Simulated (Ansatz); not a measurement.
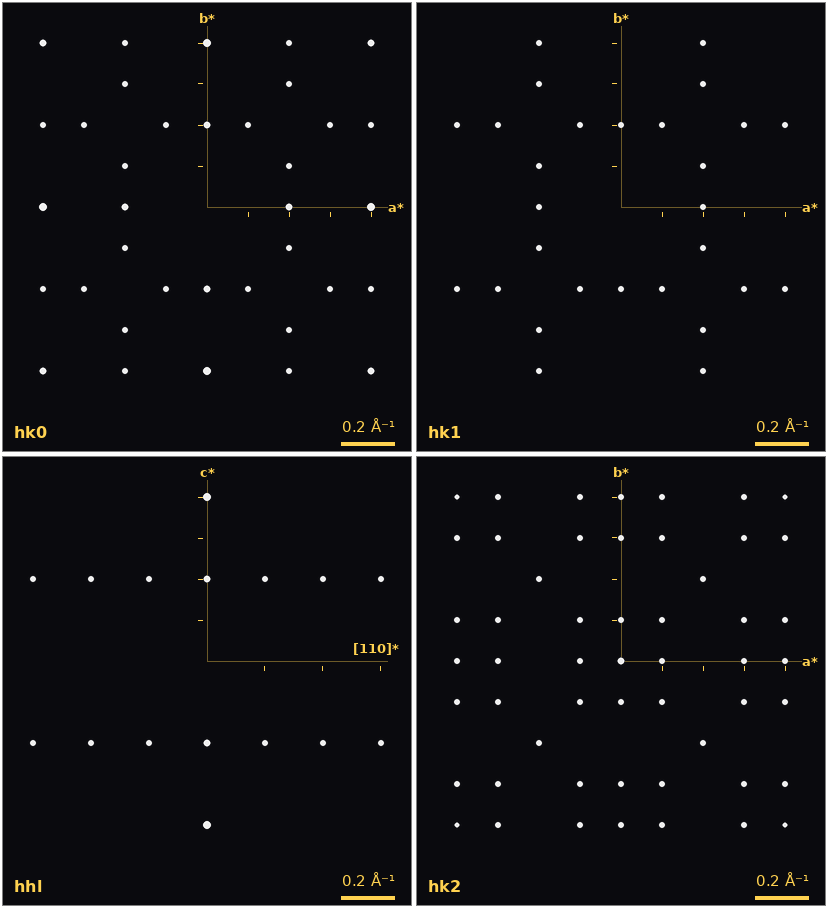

Four undistorted layers of reciprocal space, calculated for a single crystal (X-rays, kinematic |F|², B = 0.5 Å²). Tick marks count the reciprocal lattice steps of the conventional cell along each axis.

Read the reciprocal cell and give the direct cell.

a* = 0.157, b* = 0.157, c* = 0.157 Å⁻¹; the cell is cubic with a = 6.35 Å.

Which reflection conditions do the layers show?

Reflections are present only under these conditions. hkl: no condition; hk0: no condition; hhl: l = 2n; h00: h = 2n. The lattice is primitive (P). Further gaps, such as 0 4 1, 4 0 1, 1 4 0, come from atoms on special positions, not from the group's general conditions. A few very weak reflections are below the display threshold.

Which space groups fit?

The intensities have Laue symmetry m-3m (the hk0 layer shows 4mm, hk1 shows 4mm). With these conditions the candidates are P-43n (No. 218), Pm-3n (No. 223). Diffraction geometry alone does not choose among them; the structure has Pm-3n. The compound is Bi. Structure: the end point of a relaxation with DFT r2SCAN, scalar-relativistic, plane waves, PAW (Ansatz); the starting structure was generated, so it need not be a known form of this composition.
